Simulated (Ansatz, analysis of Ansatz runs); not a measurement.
# Charge-transition level of Li on a Zn site in ZnO (PBE)

Aim: the charge-transition level of the Li on a Zn site in ZnO, to be set beside the measurement. Set-up: PBE, 72-site cell, PBE lattice, 420 eV, k: the single point 1/4 1/4 1/4 then 2x2x2 shifted 0.5 0.5 0.5, started with the impurity moved along one bond. The model is a cell of 72 host atoms with 1 Zn taken out and 1 Li put in. The level is the Fermi energy at which two charge states have equal formation energy, after a correction for the images of the charge. A local or semilocal functional is the cheapest first rung.

**The experiment.** (0/-1) level above the valence-band top: 0.8 eV (“Acceptors in ZnO”, 2015, McCluskey et al.).

Calculated with Ansatz 0.2.0; plane-wave PAW DFT, PBE; relaxation of all atoms of a defect supercell.

## 1. Set-up

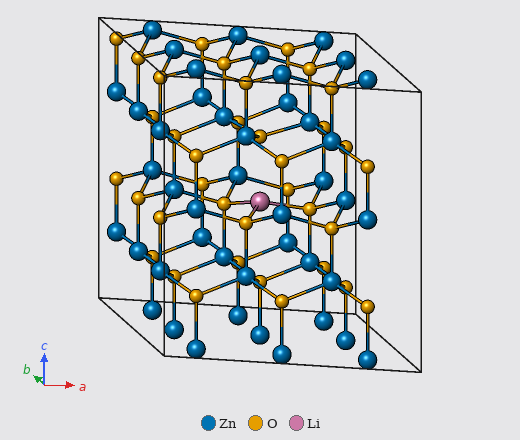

Start, viewed slightly off an axis; zinc blue, oxygen orange, lithium pink. Some periodic images of atoms are drawn too.

The cell holds 72 atoms: 35 Zn, 36 O and 1 Li. Cell: a = 9.839 Å, b = 9.839 Å, c = 10.587 Å, α = 90.0°, β = 90.0°, γ = 120.0°. It derives from ZnO (space group P6_3mc). Nearest the centre at fractional (0.556, 0.444, 0.500): Li38 at 0.25 Å, O60 at 2.00 Å, O28 at 2.00 Å, O36 at 2.00 Å, O39 at 2.21 Å, Zn57 at 3.25 Å, Zn25 at 3.25 Å, Zn61 at 3.25 Å.

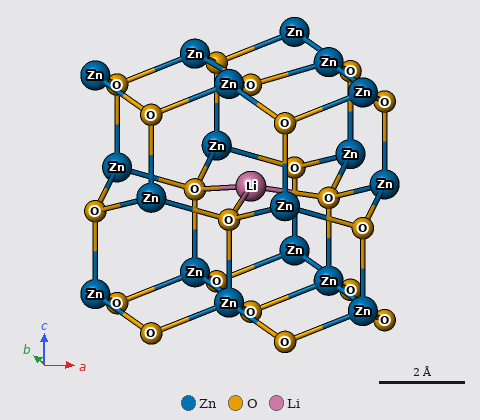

The atoms within 5 Å of the centre.

The host's primitive cell comes from a first run (plane-wave PAW DFT, PBE; relaxation of the host's cell and atoms): vectors of 3.280, 3.280 and 5.293 Å. That is 12.33 Å³ an atom, 3.6 % over the diffraction cell's volume. The supercell is built on it.

## 2. Relaxation, charge 0

Every later number rests on the structure around the defect, so the atoms are relaxed at the host's lattice first.

File relax0/input.yaml:

```yaml
relax:
  f_tol: 0.02
  max_steps: 80
  random_displacement: { amplitude: 0.02, seed: 782 }
crystal:
  lattice:
    - [9.83855992, 0.0, 0.0]
    - [-4.91927996, 8.52044282, 0.0]
    - [0.0, 0.0, 10.58650211]
  atoms:
    - { symbol: Zn, position: [0.111111111, 0.222222222, 0.249983552] }
    - { symbol: Zn, position: [0.222222222, 0.111111111, -1.6448e-05] }
    - { symbol: O, position: [0.222222222, 0.111111111, 0.189521448] }
    - { symbol: O, position: [0.111111111, 0.222222222, 0.439521448] }
    - { symbol: Zn, position: [0.111111111, 0.222222222, 0.749983552] }
    - { symbol: Zn, position: [0.222222222, 0.111111111, 0.499983552] }
    - { symbol: O, position: [0.222222222, 0.111111111, 0.689521448] }
    - { symbol: O, position: [0.111111111, 0.222222222, 0.939521448] }
    - { symbol: Zn, position: [0.111111111, 0.555555556, 0.249983552] }
    - { symbol: Zn, position: [0.222222222, 0.444444444, -1.6448e-05] }
    - { symbol: O, position: [0.222222222, 0.444444444, 0.189521448] }
    - { symbol: O, position: [0.111111111, 0.555555556, 0.439521448] }
    - { symbol: Zn, position: [0.111111111, 0.555555556, 0.749983552] }
    - { symbol: Zn, position: [0.222222222, 0.444444444, 0.499983552] }
    - { symbol: O, position: [0.222222222, 0.444444444, 0.689521448] }
    - { symbol: O, position: [0.111111111, 0.555555556, 0.939521448] }
    - { symbol: Zn, position: [0.111111111, 0.888888889, 0.249983552] }
    - { symbol: Zn, position: [0.222222222, 0.777777778, -1.6448e-05] }
    - { symbol: O, position: [0.222222222, 0.777777778, 0.189521448] }
    - { symbol: O, position: [0.111111111, 0.888888889, 0.439521448] }
    - { symbol: Zn, position: [0.111111111, 0.888888889, 0.749983552] }
    - { symbol: Zn, position: [0.222222222, 0.777777778, 0.499983552] }
    - { symbol: O, position: [0.222222222, 0.777777778, 0.689521448] }
    - { symbol: O, position: [0.111111111, 0.888888889, 0.939521448] }
    - { symbol: Zn, position: [0.444444444, 0.222222222, 0.249983552] }
    - { symbol: Zn, position: [0.555555556, 0.111111111, -1.6448e-05] }
    - { symbol: O, position: [0.555555556, 0.111111111, 0.189521448] }
    - { symbol: O, position: [0.444444444, 0.222222222, 0.439521448] }
    - { symbol: Zn, position: [0.444444444, 0.222222222, 0.749983552] }
    - { symbol: Zn, position: [0.555555556, 0.111111111, 0.499983552] }
    - { symbol: O, position: [0.555555556, 0.111111111, 0.689521448] }
    - { symbol: O, position: [0.444444444, 0.222222222, 0.939521448] }
    - { symbol: Zn, position: [0.444444444, 0.555555556, 0.249983552] }
    - { symbol: Zn, position: [0.555555556, 0.444444444, -1.6448e-05] }
    - { symbol: O, position: [0.555555556, 0.444444444, 0.189521448] }
    - { symbol: O, position: [0.444444444, 0.555555556, 0.439521448] }
    - { symbol: Zn, position: [0.444444444, 0.555555556, 0.749983552] }
    - { symbol: Li, position: [0.555555556, 0.444444444, 0.476368575] }
    - { symbol: O, position: [0.555555556, 0.444444444, 0.70841343] }
    - { symbol: O, position: [0.444444444, 0.555555556, 0.939521448] }
    - { symbol: Zn, position: [0.444444444, 0.888888889, 0.249983552] }
    - { symbol: Zn, position: [0.555555556, 0.777777778, -1.6448e-05] }
    - { symbol: O, position: [0.555555556, 0.777777778, 0.189521448] }
    - { symbol: O, position: [0.444444444, 0.888888889, 0.439521448] }
    - { symbol: Zn, position: [0.444444444, 0.888888889, 0.749983552] }
    - { symbol: Zn, position: [0.555555556, 0.777777778, 0.499983552] }
    - { symbol: O, position: [0.555555556, 0.777777778, 0.689521448] }
    - { symbol: O, position: [0.444444444, 0.888888889, 0.939521448] }
    - { symbol: Zn, position: [0.777777778, 0.222222222, 0.249983552] }
    - { symbol: Zn, position: [0.888888889, 0.111111111, -1.6448e-05] }
    - { symbol: O, position: [0.888888889, 0.111111111, 0.189521448] }
    - { symbol: O, position: [0.777777778, 0.222222222, 0.439521448] }
    - { symbol: Zn, position: [0.777777778, 0.222222222, 0.749983552] }
    - { symbol: Zn, position: [0.888888889, 0.111111111, 0.499983552] }
    - { symbol: O, position: [0.888888889, 0.111111111, 0.689521448] }
    - { symbol: O, position: [0.777777778, 0.222222222, 0.939521448] }
    - { symbol: Zn, position: [0.777777778, 0.555555556, 0.249983552] }
    - { symbol: Zn, position: [0.888888889, 0.444444444, -1.6448e-05] }
    - { symbol: O, position: [0.888888889, 0.444444444, 0.189521448] }
    - { symbol: O, position: [0.777777778, 0.555555556, 0.439521448] }
    - { symbol: Zn, position: [0.777777778, 0.555555556, 0.749983552] }
    - { symbol: Zn, position: [0.888888889, 0.444444444, 0.499983552] }
    - { symbol: O, position: [0.888888889, 0.444444444, 0.689521448] }
    - { symbol: O, position: [0.777777778, 0.555555556, 0.939521448] }
    - { symbol: Zn, position: [0.777777778, 0.888888889, 0.249983552] }
    - { symbol: Zn, position: [0.888888889, 0.777777778, -1.6448e-05] }
    - { symbol: O, position: [0.888888889, 0.777777778, 0.189521448] }
    - { symbol: O, position: [0.777777778, 0.888888889, 0.439521448] }
    - { symbol: Zn, position: [0.777777778, 0.888888889, 0.749983552] }
    - { symbol: Zn, position: [0.888888889, 0.777777778, 0.499983552] }
    - { symbol: O, position: [0.888888889, 0.777777778, 0.689521448] }
    - { symbol: O, position: [0.777777778, 0.888888889, 0.939521448] }
  host:
    repeats: [3, 3, 2]
    atoms:
      - { symbol: Zn, position: [0.333333333, 0.666666667, 0.499967103] }
      - { symbol: Zn, position: [0.666666667, 0.333333333, -3.2897e-05] }
      - { symbol: O, position: [0.666666667, 0.333333333, 0.379042897] }
      - { symbol: O, position: [0.333333333, 0.666666667, 0.879042897] }
basis:
  ecutwfc: 420
  xc_grid: 2
hamiltonian:
  xc: pbe
kpoints:
  mp_grid: { grid: [1, 1, 1], shift: [0.25, 0.25, 0.25] }
magnetization:
  spin_polarized: true
  initial_magnetization: 1
  spin_locking: { lock_magnetization: hard }
scf:
  occupations: { method: fermi_dirac, width: 0.01 }
  max_iter: 120
output:
  forces: true
  charged_corrections:
    epsilon: [5.21, 5.21, 5.27]
    static_epsilon: [10.56, 10.56, 11.59]
    defect_position: [0.555556, 0.444444, 0.499984]
checkpoint:
  write: "../relax0.run"
  compress: false
  write_wavefunctions: true
  write_every: 100000
```

Started as:

```bash
ansatz run input.yaml --threads 2 --pin off --max-ram 4710MiB --backend cpu --events-out ev --progress --plain --runs-dir out
```

Numbers of over 12 decimals in the logs are rounded to 6 here.

Output:

```text
[... repeated set-up lines and file paths are left out, and long positions are rounded to six places ...]
Engine: ansatz 0.2.0, aarch64-unknown-linux-gnu
Pseudopotentials: kind: paw
Pseudopotential: Zn, paw, valence charge 12, recommended cutoff 420 eV (normal), Zn.paw.azcp
Pseudopotential: O, paw, valence charge 6, recommended cutoff 420 eV (normal), O.paw.azcp
Pseudopotential: Li, paw, valence charge 3, recommended cutoff 420 eV (normal), Li.paw.azcp
Functional definition: PBE
  parameter kappa = 0.804
  parameter beta = 0.066725
  exchange = pbe_x(kappa = kappa, mu = beta*pi^2/3)
  correlation = pbe_c(beta = beta)
Crystal: 72 atoms, lattice volume = 887.455 Å³
Basis set: ecut = 420 eV, 17351 PW (Γ), exchange–correlation on 144×144×144 points (8 copies of the dense FFT grid, shifted against one another)
Bands: 392, of which v1, the nominal top of the filled ones, is band 320 counted from 1 (319 counted from 0)
Symmetry: 1 space group operations
k-points: 1
Non-local potential: Zn, projectors of the file, l = 0: 2, l = 1: 2, l = 2: 3, l = 3: 1
Non-local potential: O, projectors of the file, l = 0: 2, l = 1: 2, l = 2: 1
Non-local potential: Li, projectors of the file, l = 0: 3, l = 1: 2, l = 2: 1
PAW form: soft (Blöchl's): semilocal exchange-correlation on the pseudo side does not see the compensation charge
PAW one-centre angular grid: Zn, 590 points (default); XC on 64 Gauss nodes
PAW one-centre angular grid: O, 110 points (default); XC on 64 Gauss nodes
PAW one-centre angular grid: Li, 110 points (default); XC on 64 Gauss nodes
Initial density: superposition of atomic densities (chi_scale 0.1, normalization cell, long waves kept (reshape's long-wave potential 0.18 eV rms))
Starting moments: Σ|m| = 1 μB on 72 of 72 sites
Initial wavefunctions: pseudopotential atomic-orbital guess
Functional: x = pbe(κ = 0.804, μ = 0.219515), c = pbe(β = 0.066725)
SCF iter   1: F=—  HF=-136828.995140 eV  |F-HF|=—  |Δ(HF+E_count)|=         —  Δρ=5.20e-2 (↑4.95e-2 ↓5.20e-2)  dr2=4.94e1  dr2_m=1.85e-1  M=1.000 μB ∫|m|=1.045 μB  β_m=0.30  ethr=3.10e-3  ⟨swp⟩=6.0  Hψ=3325  notcnv=0
preconditioner: auto → Resta (q_TF=auto, 2.583 Å⁻¹)  ε∞=6.3  [insulator: Δε(μ)=0.065 eV  Ē_g=13.677 eV  σ=0.010 eV  W_gap=0.92  n_scr=242 (ndim 8)  ℏωp=31.5 eV  f_vac=0.002  D(μ)=7.32/eV (n_scr^D=22)  ε∞_Penn≈6.3]
spin=Collinear: Resta preconditioning applied to the charge; magnetization (m = ρ↑ − ρ↓) channel mixes plain (no charge-response kernel on spin).
SCF iter   2: F=—  HF=-136816.825160 eV  |F-HF|=—  |Δ(HF+E_count)|=    1.22e1  Δρ=2.71e-2 (↑2.63e-2 ↓2.71e-2)  dr2=1.57e1  dr2_m=1.92e-2  M=1.000 μB ∫|m|=1.052 μB  β_m=0.42  ethr=3.10e-3  ⟨swp⟩=2.0  Hψ=1480  notcnv=0  defer=132
SCF iter   3: F=—  HF=-136812.659229 eV  |F-HF|=—  |Δ(HF+E_count)|=    4.17e0  Δρ=1.86e-2 (↑1.07e-2 ↓1.86e-2)  dr2=6.50e0  dr2_m=3.58e-1  M=1.000 μB ∫|m|=1.137 μB  β_m=0.46  ethr=2.45e-3  ⟨swp⟩=2.0  Hψ=1482  notcnv=0  defer=132
SCF iter   4: F=—  HF=-136811.887090 eV  |F-HF|=—  |Δ(HF+E_count)|=   7.72e-1  Δρ=9.87e-3 (↑6.21e-3 ↓9.87e-3)  dr2=2.27e0  dr2_m=6.57e-2  M=1.000 μB ∫|m|=1.127 μB  β_m=0.44  ethr=1.02e-3  ⟨swp⟩=2.0  Hψ=1297  notcnv=0  defer=132
SCF iter   5: F=—  HF=-136811.666187 eV  |F-HF|=—  |Δ(HF+E_count)|=   2.21e-1  Δρ=5.63e-3 (↑2.52e-3 ↓5.63e-3)  dr2=5.14e-1  dr2_m=4.32e-2  M=1.000 μB ∫|m|=1.133 μB  β_m=0.72  ethr=3.56e-4  ⟨swp⟩=2.0  Hψ=1488  notcnv=0  defer=132
SCF iter   6: F=—  HF=-136811.796060 eV  |F-HF|=—  |Δ(HF+E_count)|=   1.30e-1  Δρ=2.45e-3 (↑1.59e-3 ↓2.45e-3)  dr2=1.36e-1  dr2_m=3.60e-3  M=1.000 μB ∫|m|=1.135 μB  β_m=0.73  ethr=8.04e-5  ⟨swp⟩=2.0  Hψ=1238  notcnv=0  defer=132
SCF iter   7: F=—  HF=-136811.824208 eV  |F-HF|=—  |Δ(HF+E_count)|=   2.81e-2  Δρ=4.87e-3 (↑9.58e-4 ↓4.87e-3)  dr2=2.92e-1  dr2_m=4.62e-2  M=1.000 μB ∫|m|=1.146 μB  β_m=0.59  ethr=2.12e-5  ⟨swp⟩=2.0  Hψ=1242  notcnv=0  defer=132  recentre
SCF iter   8: F=—  HF=-136811.806553 eV  |F-HF|=—  |Δ(HF+E_count)|=   1.77e-2  Δρ=1.46e-3 (↑6.72e-4 ↓1.46e-3)  dr2=2.94e-2  dr2_m=3.12e-3  M=1.000 μB ∫|m|=1.135 μB  β_m=0.79  ethr=2.12e-5  ⟨swp⟩=2.0  Hψ=1237  notcnv=0  defer=132
SCF iter   9: F=—  HF=-136811.813218 eV  |F-HF|=—  |Δ(HF+E_count)|=   6.66e-3  Δρ=1.13e-3 (↑4.80e-4 ↓1.13e-3)  dr2=1.97e-2  dr2_m=1.77e-3  M=1.000 μB ∫|m|=1.136 μB  β_m=0.61  ethr=4.60e-6  ⟨swp⟩=2.0  Hψ=1238  notcnv=0  defer=132
SCF iter  10: F=—  HF=-136811.812545 eV  |F-HF|=—  |Δ(HF+E_count)|=   6.73e-4  Δρ=5.04e-4 (↑1.34e-4 ↓5.04e-4)  dr2=2.43e-3  dr2_m=4.65e-4  M=1.000 μB ∫|m|=1.137 μB  β_m=0.55  ethr=3.09e-6  ⟨swp⟩=2.0  Hψ=1237  notcnv=0  defer=132
SCF iter  11: F=—  HF=-136811.812424 eV  |F-HF|=—  |Δ(HF+E_count)|=   1.21e-4  Δρ=3.23e-4 (↑6.81e-5 ↓3.23e-4)  dr2=9.89e-4  dr2_m=2.06e-4  M=1.000 μB ∫|m|=1.137 μB  β_m=0.77  ethr=3.81e-7  ⟨swp⟩=2.0  Hψ=1351  notcnv=0  defer=132
SCF iter  12: F=—  HF=-136811.812512 eV  |F-HF|=—  |Δ(HF+E_count)|=   8.82e-5  Δρ=1.09e-4 (↑5.59e-5 ↓1.09e-4)  dr2=2.04e-4  dr2_m=1.74e-5  M=1.000 μB ∫|m|=1.136 μB  β_m=0.68  ethr=1.55e-7  ⟨swp⟩=2.0  Hψ=1225  notcnv=0  defer=132
SCF iter  13: F=—  HF=-136811.812509 eV  |F-HF|=—  |Δ(HF+E_count)|=   3.42e-6  Δρ=2.30e-5 (↑1.42e-5 ↓2.30e-5)  dr2=1.25e-5  dr2_m=6.47e-7  M=1.000 μB ∫|m|=1.136 μB  β_m=0.80  ethr=3.19e-8  ⟨swp⟩=2.0  Hψ=1223  notcnv=0  defer=132
SCF iter  14: F=—  HF=-136811.812519 eV  |F-HF|=—  |Δ(HF+E_count)|=   9.76e-6  Δρ=2.58e-5 (↑1.33e-5 ↓2.58e-5)  dr2=1.11e-5  dr2_m=7.37e-7  M=1.000 μB ∫|m|=1.136 μB  β_m=0.63  ethr=1.56e-9  ⟨swp⟩=4.0  Hψ=2274  notcnv=0
SCF iter  15: F=—  HF=-136811.812518 eV  |F-HF|=—  |Δ(HF+E_count)|=   1.08e-6  Δρ=1.09e-5 (↑3.14e-6 ↓1.09e-5)  dr2=1.72e-6  dr2_m=2.27e-7  M=1.000 μB ∫|m|=1.136 μB  β_m=0.66  ethr=1.56e-9  ⟨swp⟩=3.0  Hψ=1999  notcnv=0
SCF iter  16: F=-136811.812517 eV  HF=-136811.812518 eV  |F-HF|=5.19e-7  |Δ(HF+E_count)|=   1.81e-7  Δρ=6.22e-6 (↑2.44e-6 ↓6.22e-6)  dr2=6.75e-7  dr2_m=4.83e-8  M=1.000 μB ∫|m|=1.136 μB  ethr=2.69e-10  ⟨swp⟩=2.0  Hψ=1432  notcnv=0
SCF 1 converged in 16 iterations: F = -136811.812517 eV  dr2 = 6.75e-7
  greatest PAW one-centre occupation: 1.000 electrons in one spin orbital (limit 2), on the Li atom at site 37 (counted from 0), in its partial waves of l = 0
relax step   1: F+E_penalty+E_count = -136811.81251730 eV  Δ(F+E_penalty+E_count) = +0.000e0 eV  max|allowed force component| = 6.065e-1 eV/Å  Δτ_max = 0.0000 Å  (16 SCF iters, dr2 threshold 1.00e-5 eV, accepted)
[...]
relax step   2: F+E_penalty+E_count = -136811.99793168 eV  Δ(F+E_penalty+E_count) = -1.854e-1 eV  max|allowed force component| = 4.260e-1 eV/Å  Δτ_max = 0.0731 Å  (10 SCF iters, dr2 threshold 2.30e-5 eV, accepted)
relax step   3: F+E_penalty+E_count = -136812.18272881 eV  Δ(F+E_penalty+E_count) = -1.848e-1 eV  max|allowed force component| = 1.087e-1 eV/Å  Δτ_max = 0.1753 Å  (9 SCF iters, dr2 threshold 1.13e-5 eV, accepted)
relax step   4: F+E_penalty+E_count = -136812.18663684 eV  Δ(F+E_penalty+E_count) = -3.908e-3 eV  max|allowed force component| = 6.100e-2 eV/Å  Δτ_max = 0.0248 Å  (8 SCF iters, dr2 threshold 7.70e-7 eV, accepted)
[...]
relax step   5: F+E_penalty+E_count = -136812.18817252 eV  Δ(F+E_penalty+E_count) = -1.536e-3 eV  max|allowed force component| = 1.934e-2 eV/Å  Δτ_max = 0.0080 Å  (8 SCF iters, accepted)
NSCF: frozen V_eff on 1 k-points
the band table was solved once a step of the walk had ended and its energy, with any forces and stress, was formed, with the checks that follow a solve (2748 applications of the Hamiltonian). They found nothing against the state; [...]
SCF converged after 8 iterations
Stability checked in part: among states of this total moment the steps that led to this state did not find it unstable. No probe was made; neither looks for a lower state of another moment (fixed_total_moment; see scf.lower_state_search)
Magnetization: 1.0000 μB (320.0000 up, 319.0000 down)
Absolute magnetization: 1.1597 μB (∫|ρ↑−ρ↓|, with the PAW one-centre terms)
Spin contamination: 0.0005 ħ² per cell (⟨S²⟩ above its minimum at these occupations)
Per-site moments (μB) at R_I (Å): [(0.00522668, 0.823964), (0.00405719, 0.822395), (0.013413, 0.823964), [... 69 left out ...]
Free energy (F): -136812.188173 eV
Harris-Foulkes:  -136812.188173 eV  (|F-HF|=1.27e-8)
Internal energy: -136812.185245 eV  (E = F + TS)
E sigma→0 (E₀):  -136812.186709 eV
Entropy (-TS):   -0.002928 eV (-0.041 meV/atom)
Fermi energy:    6.319908 (↑ 7.500200, ↓ 6.315620) eV
--- Per-component energies (eV) ---
  E_band       = 692.540069
  E_kinetic    = 10864.325184
  E_local      = -72142.319460  (includes V_loc(G=0)·N_el)
  E_nonlocal   = 23370.414992
  E_hartree    = 29596.244795
  E_xc         = -7422.163961
  E_vxc        = -5164.441348  (∫ρ·V_xc dr)
  E_paw        = -69829.163410  (= ΣΔE_a)
  E_vpaw       = -15428.003454  (= ΣTr[D̂ρ^β])
  E_aug_tail   = 0.075115  (compensation charges beyond the density's cutoff)
  E_ewald      = -51249.598499
  E_smearing   = -0.002928  (= −TS)
  E_closure    = -0.000000  (closes the sum)
  Σ components = -136812.188173   (vs F -136812.188173, Δ=0.00e0)
--- Forces (eV/Å), atoms counted from 1 ---
  atom   1  Zn    -0.00240474     0.00068082    -0.00124031
  atom   2  Zn     0.00151746     0.00003862    -0.00050183
  [... 22 atoms left out ...]
  atom  25  Zn     0.00287723    -0.00072955     0.00036853
  [... 2 atoms left out ...]
  atom  28  O     -0.00264162    -0.00174510    -0.00393011
  atom  29  Zn     0.00347287    -0.00413402     0.00057401
  [... 3 atoms left out ...]
  atom  33  Zn     0.00089274    -0.00027117     0.00141663
  [... 2 atoms left out ...]
  atom  36  O     -0.00234261     0.00117246    -0.00231012
  [... 1 atom left out ...]
  atom  38  Li    -0.00188201     0.00151666    -0.01698881
  atom  39  O     -0.00312324     0.00036111     0.01934571
  [... 17 atoms left out ...]
  atom  57  Zn     0.00271131     0.00000093     0.00023882
  [... 2 atoms left out ...]
  atom  60  O     -0.00034892     0.00262692    -0.00317000
  atom  61  Zn     0.00601581     0.00077611     0.00133108
  [... 11 atoms left out ...]
  max |Σ_I F_I| component: 1.17e-4 eV/Å
--- Band table (eV) ---
  k-point 0 ↑: bands = ["-36.0298", "-11.1755", "-11.0776", "-11.0304", [... 384 left out ...] "16.5196", "16.5487", "16.5822", "16.6557"]
  k-point 0 ↓: bands = ["-36.0303", "-11.1490", "-11.0492", "-11.0025", [... 384 left out ...] "16.5215", "16.5494", "16.5844", "16.6567"]
--- Relaxed structure (5 steps of the walk, 5 accepted, 0 SCFs on fresh bases) ---
  F+E_penalty+E_count = -136812.18817252 eV   max|allowed force component| = 1.934e-2 eV/Å
  atoms:
    - { symbol: Zn, position: [0.111668, 0.222600, 0.250293] }
    - { symbol: Zn, position: [0.223223, 0.111370, -3.211618632316288e-5] }
    [... 22 atoms left out ...]
    - { symbol: Zn, position: [0.445484, 0.224426, 0.254146] }
    [... 2 atoms left out ...]
    - { symbol: O, position: [0.444601, 0.221549, 0.439453] }
    - { symbol: Zn, position: [0.446185, 0.226664, 0.746873] }
    [... 3 atoms left out ...]
    - { symbol: Zn, position: [0.445391, 0.554708, 0.254017] }
    [... 2 atoms left out ...]
    - { symbol: O, position: [0.443590, 0.556650, 0.439387] }
    [... 1 atom left out ...]
    - { symbol: Li, position: [0.556169, 0.444071, 0.501575] }
    - { symbol: O, position: [0.555477, 0.444782, 0.689704] }
    [... 17 atoms left out ...]
    - { symbol: Zn, position: [0.775689, 0.554694, 0.254038] }
    [... 2 atoms left out ...]
    - { symbol: O, position: [0.778788, 0.555650, 0.439372] }
    - { symbol: Zn, position: [0.773500, 0.553991, 0.746879] }
    [... 11 atoms left out ...]
```

Wall time 14 min (2 threads of Arm Neoverse V1, shared host); peak memory 3.8 GiB; 27 min of CPU time.

(Continued in part 2 of 3.)

[Logs are printed without paths, hosts, clocks, repeated set-up lines and the standing remarks that a program may print on its own settings, such as how far it seeks lower states.]

[Hosts, paths, dates, database ids (printed as entryN), source tags and the programs' standing remarks are cut or masked in the printed files.]

[For some hosts the program warned that the k-mesh of the response run may be too coarse for force constants and the static dielectric constant; such warnings are not shown here.]
